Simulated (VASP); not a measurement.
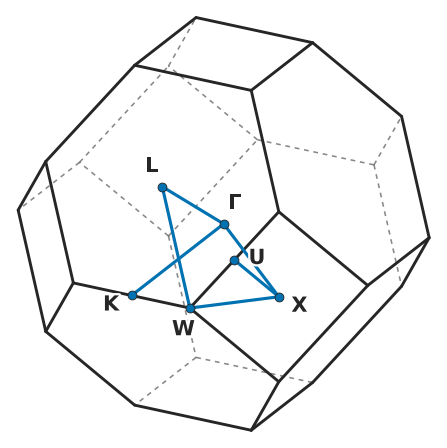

The figure shows the first Brillouin zone with its special points and a band path. Crystal: C, the geometry relaxed with VASP 6.6.1, VASP Kohn-Sham DFT of a periodic cell, BEEF-vdW, VASP PAW PBE potentials, recommended. All values are computed from the atomic coordinates in the standard setting (tolerance 0.002 Å).

Labels and path follow the convention of Hinuma et al. (2017), as computed by seekpath.

Question: What lattice type do the shape and the labels point to?

Answer: A face-centred cubic lattice (cF; extended symbol cF2). The zone is a truncated octahedron in its combinatorial type: 14 faces (6 with 4 edges, 8 with 6 edges), 36 edges, 24 vertices.

Question: In which order does the conventional band path visit the special points?

Answer: Γ–X–U | K–Γ–L–W–X
